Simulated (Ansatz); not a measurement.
# Ge₄Si: geometry relaxation (part 2 of 2)

The same run, continued: Ge₄Si (slab, 5 atoms in the cell); DFT LDA, scalar-relativistic, plane waves, PAW, PAW set soft_1, no spin polarisation (Ansatz 0.2.0); cutoff 420 eV, 9×9×1 k-mesh, Gaussian smearing of 0.1 eV. The structure derives from an entry of the Crystallography Open Database. The input holds or restrains some coordinates. Forces given for the steps count only the free coordinates.

Geometry of the input (Å; fractional positions):
```
3.9749  0.0000  0.0000
-1.9875  3.4424  0.0000
0.0000  0.0000  19.6182
Ge 0.3333  0.6667  0.2039
Ge 0.0000  0.0000  0.2453
Ge 0.0000  0.0000  0.3765
Ge 0.6667  0.3333  0.4138
Si 1.0000  1.0000  0.4978
```

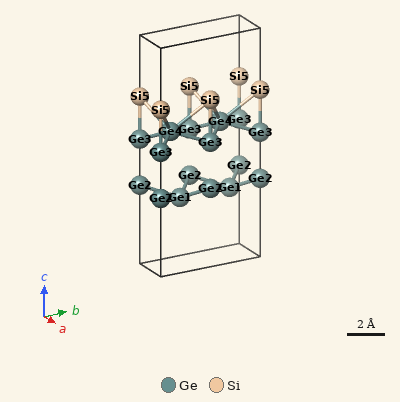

*The geometry at step 1 of the log (ball-and-stick view of the 1 × 2 repeat of the cell, with the vacuum cut short, seen slightly off an axis; atoms are numbered from 1 in the order of the input).*

### Output, continued
```
SCF iter   1: F=—  HF=-17468.065567 eV  |F-HF|=—  |Δ(HF+E_count)|=         —  Δρ=1.32e-3  dr2=1.85e-2  ethr=2.99e-5  p=0.035 e·Å  D=2.34e-2 V/Å  ΔV_dip=-0.46 eV  dr2_dipole=5.79e-3  V_vac-E_F(+/−)=4.75/5.21 eV  ⟨swp⟩=2.0  Hψ=1380  notcnv=0  defer=14
efield: sawtooth ramp at fractional position 0.8309 (handed on by an earlier solve), width 0.0400; the density the first Hamiltonian is built on has a dipole p = 0.035 e·Å; the dipole correction subtracts the counter field D = 2.34e-2 V/Å, which shifts the + side's vacuum level by -0.46 eV against the − side's; the planar-averaged density in the ramp window peaks in size at 1.4e-6 e/Å³
preconditioner: auto → LDOS  [metal: Δε(μ)=0.030 eV  Ē_g=20.582 eV  σ=0.100 eV  W_gap=0.17  n_scr=54 (ndim 8)  ℏωp=17.6 eV  f_vac=0.533  D(μ)=1.90/eV (n_scr^D=6)  β→1.0]
SCF iter   2: F=—  HF=-17468.064733 eV  |F-HF|=—  |Δ(HF+E_count)|=   8.35e-4  Δρ=8.29e-4  dr2=2.50e-2  ethr=2.99e-5  p=0.042 e·Å  D=2.83e-2 V/Å  ΔV_dip=-0.56 eV  dr2_dipole=1.10e-2  V_vac-E_F(+/−)=4.65/5.20 eV  ⟨swp⟩=2.0  Hψ=505  notcnv=0  defer=14
SCF iter   3: F=—  HF=-17468.063053 eV  |F-HF|=—  |Δ(HF+E_count)|=   1.68e-3  Δρ=2.60e-4  dr2=2.29e-3  ethr=2.99e-5  p=0.036 e·Å  D=2.40e-2 V/Å  ΔV_dip=-0.47 eV  dr2_dipole=1.11e-3  V_vac-E_F(+/−)=4.72/5.19 eV  ⟨swp⟩=2.0  Hψ=464  notcnv=0  defer=14
SCF iter   4: F=—  HF=-17468.062916 eV  |F-HF|=—  |Δ(HF+E_count)|=   1.37e-4  Δρ=7.24e-5  dr2=1.16e-4  ethr=3.81e-6  p=0.037 e·Å  D=2.50e-2 V/Å  ΔV_dip=-0.49 eV  dr2_dipole=4.63e-5  V_vac-E_F(+/−)=4.70/5.19 eV  ⟨swp⟩=1.2  Hψ=428  notcnv=0  defer=14
SCF iter   5: F=-17468.062905 eV  HF=-17468.062907 eV  |F-HF|=2.45e-6  |Δ(HF+E_count)|=   8.96e-6  Δρ=1.71e-5  dr2=2.28e-6  ethr=7.39e-8  p=0.037 e·Å  D=2.51e-2 V/Å  ΔV_dip=-0.49 eV  dr2_dipole=5.74e-7  V_vac-E_F(+/−)=4.70/5.19 eV  ⟨swp⟩=18.6  Hψ=4143  notcnv=0
SCF 2 converged in 5 iterations: F = -17468.062905 eV  dr2 = 2.28e-6
relax step   2: F+E_penalty+E_count = -17468.06290458 eV  Δ(F+E_penalty+E_count) = -3.804e-2 eV  max|allowed force component| = 2.123e-1 eV/Å  Δτ_max = 0.0746 Å  (5 SCF iters, dr2 threshold 4.44e-5 eV, accepted)
SCF iter   1: F=—  HF=-17468.066538 eV  |F-HF|=—  |Δ(HF+E_count)|=         —  Δρ=5.08e-4  dr2=3.36e-3  ethr=4.82e-5  p=0.037 e·Å  D=2.51e-2 V/Å  ΔV_dip=-0.49 eV  dr2_dipole=1.21e-3  V_vac-E_F(+/−)=4.66/5.16 eV  ⟨swp⟩=2.1  Hψ=802  notcnv=0  defer=14
efield: sawtooth ramp at fractional position 0.8309 (handed on by an earlier solve), width 0.0400; the density the first Hamiltonian is built on has a dipole p = 0.037 e·Å; the dipole correction subtracts the counter field D = 2.51e-2 V/Å, which shifts the + side's vacuum level by -0.49 eV against the − side's; the planar-averaged density in the ramp window peaks in size at 1.5e-6 e/Å³
preconditioner: auto → LDOS  [metal: Δε(μ)=0.029 eV  Ē_g=20.547 eV  σ=0.100 eV  W_gap=0.16  n_scr=54 (ndim 8)  ℏωp=17.6 eV  f_vac=0.532  D(μ)=2.13/eV (n_scr^D=6)  β→1.0]
SCF iter   2: F=—  HF=-17468.066356 eV  |F-HF|=—  |Δ(HF+E_count)|=   1.82e-4  Δρ=3.02e-4  dr2=3.44e-3  ethr=5.61e-6  p=0.040 e·Å  D=2.69e-2 V/Å  ΔV_dip=-0.53 eV  dr2_dipole=1.65e-3  V_vac-E_F(+/−)=4.63/5.16 eV  ⟨swp⟩=1.7  Hψ=540  notcnv=0  defer=14
SCF iter   3: F=—  HF=-17468.066160 eV  |F-HF|=—  |Δ(HF+E_count)|=   1.96e-4  Δρ=1.13e-4  dr2=4.32e-4  ethr=5.61e-6  p=0.037 e·Å  D=2.53e-2 V/Å  ΔV_dip=-0.50 eV  dr2_dipole=2.13e-4  V_vac-E_F(+/−)=4.65/5.15 eV  ⟨swp⟩=2.0  Hψ=450  notcnv=0  defer=14
SCF iter   4: F=—  HF=-17468.066162 eV  |F-HF|=—  |Δ(HF+E_count)|=   2.35e-6  Δρ=3.36e-5  dr2=2.45e-5  ethr=7.20e-7  p=0.038 e·Å  D=2.56e-2 V/Å  ΔV_dip=-0.50 eV  dr2_dipole=1.00e-5  V_vac-E_F(+/−)=4.65/5.15 eV  ⟨swp⟩=1.2  Hψ=420  notcnv=0  defer=14
SCF iter   5: F=-17468.066159 eV  HF=-17468.066160 eV  |F-HF|=8.01e-7  |Δ(HF+E_count)|=   2.25e-6  Δρ=9.15e-6  dr2=7.17e-7  ethr=4.69e-9  p=0.038 e·Å  D=2.57e-2 V/Å  ΔV_dip=-0.50 eV  dr2_dipole=1.55e-7  V_vac-E_F(+/−)=4.65/5.15 eV  ⟨swp⟩=17.1  Hψ=3829  notcnv=0
SCF 3 converged in 5 iterations: F = -17468.066159 eV  dr2 = 7.17e-7
relax step   3: F+E_penalty+E_count = -17468.06615937 eV  Δ(F+E_penalty+E_count) = -3.255e-3 eV  max|allowed force component| = 1.311e-2 eV/Å  Δτ_max = 0.0295 Å  (5 SCF iters, dr2 threshold 2.82e-6 eV, accepted)
iter 1 solved again at ethr=1.20e-9 eV; its pass at ethr=3.10e-3 eV (dr2=7.18e-7 eV) is discarded
SCF iter   1: F=—  HF=-17468.066160 eV  |F-HF|=—  |Δ(HF+E_count)|=         —  Δρ=9.15e-6  dr2=7.17e-7  ethr=1.20e-9  p=0.038 e·Å  D=2.57e-2 V/Å  ΔV_dip=-0.50 eV  dr2_dipole=1.55e-7  V_vac-E_F(+/−)=4.65/5.15 eV  ⟨swp⟩=1.0  Hψ=1152  notcnv=0
efield: sawtooth ramp at fractional position 0.8309 (handed on by an earlier solve), width 0.0400; the density the first Hamiltonian is built on has a dipole p = 0.038 e·Å; the dipole correction subtracts the counter field D = 2.57e-2 V/Å, which shifts the + side's vacuum level by -0.50 eV against the − side's; the planar-averaged density in the ramp window peaks in size at 1.5e-6 e/Å³
preconditioner: auto → LDOS  [metal: Δε(μ)=0.015 eV  Ē_g=20.541 eV  σ=0.100 eV  W_gap=0.09  n_scr=54 (ndim 8)  ℏωp=17.6 eV  f_vac=0.532  D(μ)=2.11/eV (n_scr^D=6)  β→1.0]
SCF iter   2: F=—  HF=-17468.066160 eV  |F-HF|=—  |Δ(HF+E_count)|=   2.01e-8  Δρ=7.98e-6  dr2=9.49e-7  ethr=1.20e-9  p=0.038 e·Å  D=2.57e-2 V/Å  ΔV_dip=-0.50 eV  dr2_dipole=4.92e-7  V_vac-E_F(+/−)=4.65/5.15 eV  ⟨swp⟩=2.0  Hψ=780  notcnv=0
SCF iter   3: F=-17468.066160 eV  HF=-17468.066160 eV  |F-HF|=5.76e-8  |Δ(HF+E_count)|=   1.26e-7  Δρ=2.26e-6  dr2=5.63e-8  ethr=1.67e-10  p=0.038 e·Å  D=2.57e-2 V/Å  ΔV_dip=-0.50 eV  dr2_dipole=1.53e-8  V_vac-E_F(+/−)=4.65/5.15 eV  ⟨swp⟩=8.1  Hψ=3132  notcnv=0
SCF 4 converged in 3 iterations: F = -17468.066160 eV  dr2 = 5.63e-8
relax step   4: F+E_penalty+E_count = -17468.06616000 eV  Δ(F+E_penalty+E_count) = -6.379e-7 eV  max|allowed force component| = 1.295e-2 eV/Å  Δτ_max = 0.0000 Å  (3 SCF iters, accepted)
WARN: The output density's exchange-correlation potential varies sharply where the density is thin. Do not read a vacuum level from v_tot or v_xc, or from such a field of the output density. On a cell that repeats whose density bears no net charge and no dipole along the vacuum's axis use v_es (v_loc + v_h of the components); under efield.dipole_correction with no amplitude use v_es + v_field, which holds any external_charges[].barrier, or the levels of the report's work_function block, which leave it out; under a non-zero efield.amplitude the vacuum is tilted and has no level; on a cell that repeats and bears such a dipole with no correction it is tilted too, and efield.dipole_correction with no amplitude gives each side of its ramp a level where efield: is served; in a cell that repeats whose density bears a net charge (total_charge, or a fill off its count) it is curved and has none; of a slab under crystal.periodic whose density bears no net charge use v_es, which has a level on each side, short of where the two are joined; of another it falls or rises all the way out and has none; of a slab beside external_charges read slab_vacuum_level instead, which it has where they leave it neutral. The grid or the basis barely resolves most such structure, and the values can differ between equally converged runs; as a rule a tighter scf.convergence.dr2_threshold does not remove it. Where the density itself ripples (under the LDA too) a higher basis.ecutwfc lessens it. The files hold the spikes' plane waves up to the density's cutoff. Files: v_tot_of_output_density and the like, and their columns of v_z.tsv (output.write_potential); v_xc_of_output_density and the like, and their columns of v_comp_z.tsv (output.write_potential_components). Measured: with its Gaussian average of σ = 0.25 Å subtracted twice, the exchange-correlation potential is over 0.1 eV at 69 of the grid points where the equally averaged density (valence and model cores) is under 1e-3 e/Å³, and 0.193 eV at the most among them, at an averaged density of 3.5e-6 e/Å³. The input density's (outcome.potential() and, of a run that writes arrays, v_tot and v_xc) is over 0.1 eV, so measured, at 71 points of its own thin density, 0.191 eV at the most. See output.write_potential in the manual, Limitations
SCF converged after 3 iterations
Free energy (F): -17468.066160 eV
Harris-Foulkes:  -17468.066160 eV  (|F-HF|=5.76e-8)
Internal energy: -17468.055612 eV  (E = F + TS)
E sigma→0 (E₀):  -17468.060886 eV
Entropy (-TS):   -0.010548 eV (-2.110 meV/atom)
Fermi energy:    0.311816 eV
Dipole field:    D = 0.025829 V/Å  (p = 0.038317 e·Å, saw-weighted, corrected)
Work function:   Φ+ = 4.6460 eV   Φ− = 5.1527 eV
Levels:          The Fermi level and band energies are counted from a zero that moves with the ramp; work functions are not
--- Per-component energies (eV) ---
  E_band       = -1069.018414
  E_kinetic    = 408.476672
  E_local      = -42590.809079  (includes V_loc(G=0)·N_el)
  E_nonlocal   = 902.656216
  E_hartree    = 20843.912395
  E_xc         = -340.031402
  E_vxc        = -307.951512  (∫ρ·V_xc dr)
  E_paw        = -8215.122114  (= ΣΔE_a)
  E_vpaw       = -1170.046097  (= ΣTr[D̂ρ^β])
  E_aug_tail   = 0.000103  (compensation charges beyond the density's cutoff)
  E_efield     = 0.000495  (sawtooth field / dipole correction)
  E_vefield    = 0.855524  (∫n·V_field dr)
  E_ewald      = 11515.143466
  E_core_change = 7.717637  (= ΣΔE_core)
  E_smearing   = -0.010548  (= −TS)
  E_closure    = -0.000000  (closes the sum)
  Σ components = -17468.066160   (vs F -17468.066160, Δ=0.00e0)
--- Forces (eV/Å), atoms counted from 1 ---
  atom   1  Ge     0.00000000     0.00000000     0.17546715
  atom   2  Ge    -0.00000000     0.00000000    -0.11651650
  atom   3  Ge    -0.00000000     0.00000000    -1.59917854
  atom   4  Ge     0.00000000     0.00000000     1.52691854
  atom   5  Si     0.00000000     0.00000000     0.01295156
  max |Σ_I F_I| component: 3.58e-4 eV/Å
--- Band table (eV; the first three rows and the last of 12) ---
  k-point 0: bands = ["-24.8769", "-24.8769", "-24.7971", "-24.7971", "-24.7266", "-24.6745", "-24.5936", "-24.5936", "-24.5738", "-24.5738", "-24.0889", "-24.0889", "-24.0626", "-24.0172", "-24.0172", "-23.7912", "-23.7335", "-23.7335", "-23.7128", "-23.7128", "-12.6721", "-10.8855", "-7.3702", "-4.4560", "-1.7177", "-1.3963", "-1.3963", "-1.1520", "0.3037", "0.3037", "1.4835", "1.9308", "2.6222", "2.6222", "3.2546", "3.2546"]
  k-point 1: bands = ["-24.8836", "-24.8802", "-24.7899", "-24.7864", "-24.7312", "-24.6744", "-24.6049", "-24.6019", "-24.5651", "-24.5647", "-24.0908", "-24.0896", "-24.0636", "-24.0148", "-24.0126", "-23.7899", "-23.7410", "-23.7407", "-23.7088", "-23.7054", "-12.5347", "-10.7476", "-7.2561", "-4.5771", "-3.1341", "-1.7390", "-1.6804", "-0.6917", "0.0326", "0.2510", "1.3822", "2.2956", "2.6168", "2.6272", "3.0518", "3.6301"]
  k-point 2: bands = ["-24.8955", "-24.8838", "-24.7795", "-24.7647", "-24.7442", "-24.6708", "-24.6215", "-24.6075", "-24.5574", "-24.5533", "-24.0931", "-24.0908", "-24.0657", "-24.0096", "-24.0050", "-23.7854", "-23.7520", "-23.7509", "-23.7065", "-23.6944", "-12.1296", "-10.3410", "-6.9385", "-5.5856", "-4.2047", "-2.6240", "-2.2322", "-0.7993", "-0.5079", "0.0920", "0.5794", "2.2107", "2.3475", "2.6978", "3.8170", "4.7674"]
  k-point 11: bands = ["-24.9398", "-24.8299", "-24.8116", "-24.7307", "-24.7155", "-24.6956", "-24.6595", "-24.5980", "-24.5715", "-24.5166", "-24.1000", "-24.0891", "-24.0707", "-24.0120", "-23.9711", "-23.7735", "-23.7657", "-23.7549", "-23.7482", "-23.6589", "-10.0230", "-8.9644", "-7.9866", "-7.6336", "-5.3897", "-4.8058", "-3.3220", "-2.0278", "-1.9588", "-0.4577", "0.6401", "1.6301", "2.4975", "4.9045", "4.9589", "4.9934"]
--- Relaxed structure (4 steps of the walk, 4 accepted, 0 SCFs on fresh bases) ---
  F+E_penalty+E_count = -17468.06616000 eV   max|allowed force component| = 1.295e-2 eV/Å
  atoms:
    - { symbol: Ge, position: [0.33333333333333326, 0.6666666666666666, 0.20389280589999997] }
    - { symbol: Ge, position: [0.0, 0.0, 0.24525158379999995] }
    - { symbol: Ge, position: [0.0, 0.0, 0.37648814499999994] }
    - { symbol: Ge, position: [0.6666666666666667, 0.33333333333333326, 0.41380818299999994] }
    - { symbol: Si, position: [0.9999999999999999, 0.9999999999999999, 0.5031131549250983] }
```

### Trajectory as extended XYZ (Å, eV, eV/Å), 4 frames, from step=1 to step=4
```
5
Lattice="3.9749 0.0000 0.0000 -1.9875 3.4424 0.0000 0.0000 0.0000 19.6182" Properties=species:S:1:pos:R:3:forces:R:3 step=1 energy=-17468.02486
Ge    0.0000    2.2949    4.0000    0.0000   0.0000   0.0987
Ge    0.0000    0.0000    4.8114    0.0000   0.0000  -0.0064
Ge    0.0000    0.0000    7.3860    0.0000   0.0000  -2.3678
Ge    1.9875    1.1475    8.1182    0.0000   0.0000   1.4327
Si    1.9875    3.4424    9.7661    0.0000   0.0000   0.8425
5
Lattice="3.9749 0.0000 0.0000 -1.9875 3.4424 0.0000 0.0000 0.0000 19.6182" Properties=species:S:1:pos:R:3:forces:R:3 step=2 energy=-17468.06290
Ge    0.0000    2.2949    4.0000    0.0000   0.0000   0.1499
Ge    0.0000    0.0000    4.8114    0.0000   0.0000  -0.0797
Ge    0.0000    0.0000    7.3860    0.0000   0.0000  -1.7864
Ge    1.9875    1.1475    8.1182    0.0000   0.0000   1.5034
Si    1.9875    3.4424    9.8407    0.0000   0.0000   0.2123
5
Lattice="3.9749 0.0000 0.0000 -1.9875 3.4424 0.0000 0.0000 0.0000 19.6182" Properties=species:S:1:pos:R:3:forces:R:3 step=3 energy=-17468.06616
Ge    0.0000    2.2949    4.0000    0.0000   0.0000   0.1754
Ge    0.0000    0.0000    4.8114    0.0000   0.0000  -0.1164
Ge    0.0000    0.0000    7.3860    0.0000   0.0000  -1.5994
Ge    1.9875    1.1475    8.1182    0.0000   0.0000   1.5268
Si    1.9875    3.4424    9.8702    0.0000   0.0000   0.0131
5
Lattice="3.9749 0.0000 0.0000 -1.9875 3.4424 0.0000 0.0000 0.0000 19.6182" Properties=species:S:1:pos:R:3:forces:R:3 step=4 energy=-17468.06616
Ge    0.0000    2.2949    4.0000    0.0000   0.0000   0.1755
Ge    0.0000    0.0000    4.8114    0.0000   0.0000  -0.1165
Ge    0.0000    0.0000    7.3860    0.0000   0.0000  -1.5992
Ge    1.9875    1.1475    8.1182    0.0000   0.0000   1.5269
Si    1.9875    3.4424    9.8702    0.0000   0.0000   0.0130
```

### Summary

```tsv
quantity	value
outcome	converged under the restraints of the input
electrons treated	60
free energy	−17468.0662 eV
work function, top face	4.65 eV
work function, bottom face	5.15 eV
Fermi energy	0.312 eV
gap on the k-point mesh	none (metallic)
final volume	268.44 Å³
work function (upper face)	4.65 eV
largest force (length of the vector) at the end, held atoms and coordinates included	1.599 eV/Å
hardware	2 threads of Arm Neoverse V1, 24 GiB of memory available, shared host
wall time	23 s (CPU time 45 s)
peak memory	0.46 GiB
```

The program warns: the PAW datasets were made with another functional; the exchange-correlation potential is rough where the density is thin.
